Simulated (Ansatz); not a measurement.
# Se: what the fields show

```
Se
1.0
     3.44152    0.00000    0.00000
     0.00000    3.44152    0.00000
     0.00000    0.00000    3.44152
Se
2
Cartesian
  0.0000 0.0000 0.0000
  1.7208 1.7208 1.7208
```

Space group Im-3m; a structure from a database of computed crystals, not necessarily the ambient phase; changed on purpose from its base cell (volume × 1.06); computed pressure about −4 GPa in this cell.

These are results of DFT PBEsol, scalar-relativistic, plane waves, PAW in Ansatz, not measurements.

In a PAW calculation such maps are meaningful between the atoms, not at the nuclei.

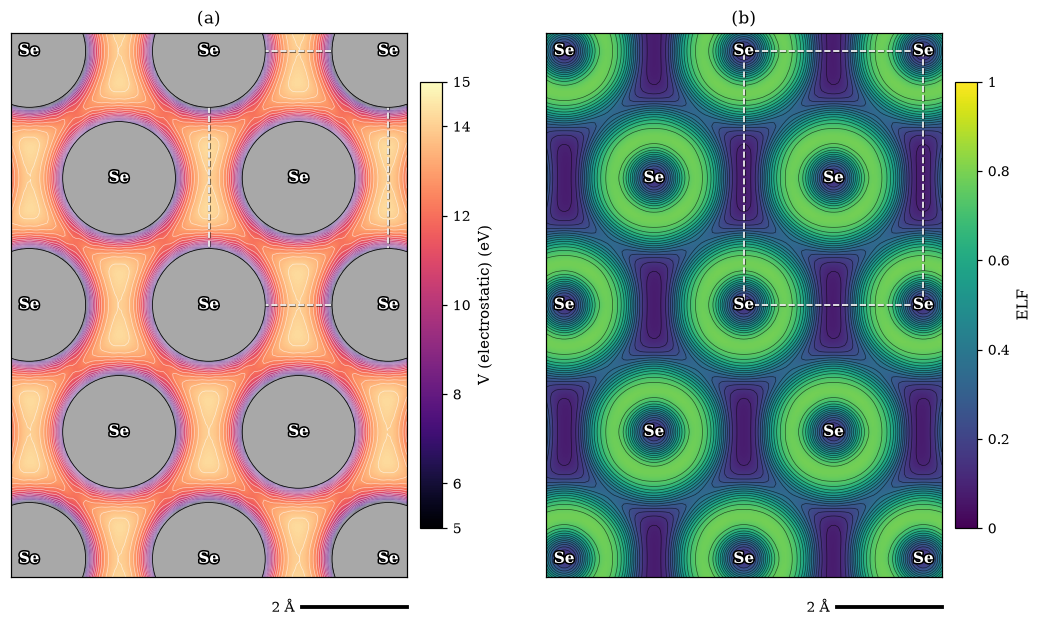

Figure 1. (a) electrostatic potential energy of an electron; (b) electron localisation function on the (101) plane of the conventional cell. Grey discs cover the atomic cores in the potential map.

### What do the fields say about this system?

- Atoms in the plane: Se.
- Se–Se (2.98 Å): the ELF is about 0.35 at the midpoint.
- Outside the cores the potential energy rises away from the atoms and is highest about 1.8 Å from the nearest atoms; its zero is arbitrary.

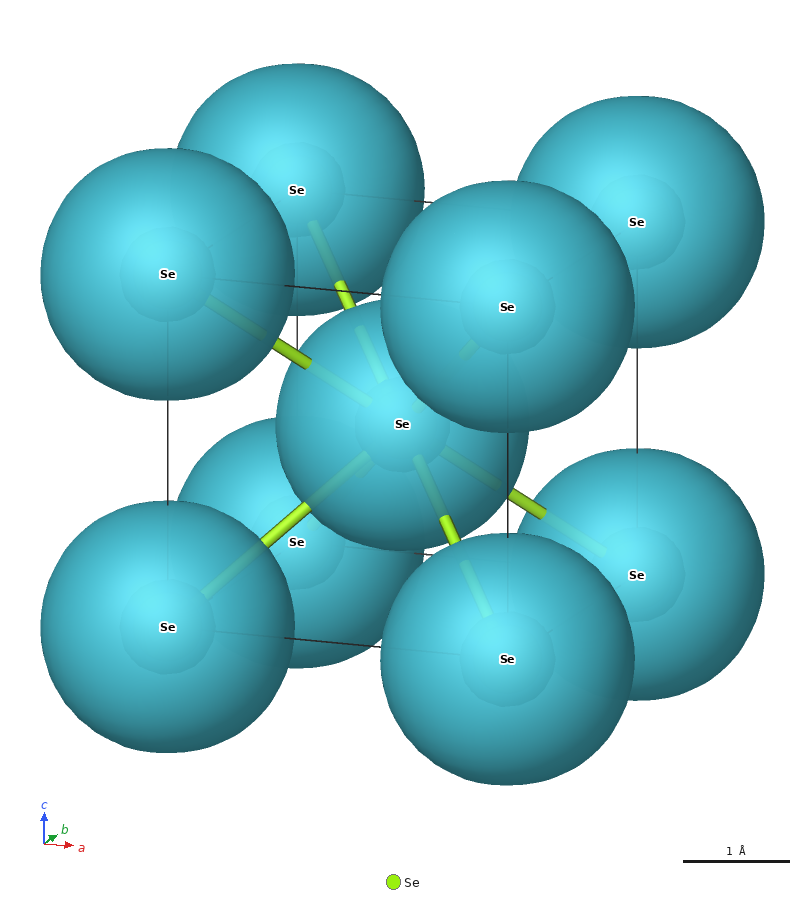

Figure 2. Isosurface of the ELF at 0.55 (cyan), seen slightly off an axis. Only the valence region is drawn (cores and ρ < 0.01 e/Å³ removed). Sticks mark near contacts.

### Where are the electrons localised?

The ELF exceeds this value in two regions wrapped around Se (the valence shell of each), counted in one cell of 2 atoms. Regions shared between cells count once.

### Does the calculation give a band gap?

It is metallic or semimetallic at this level of theory: no gap opens.
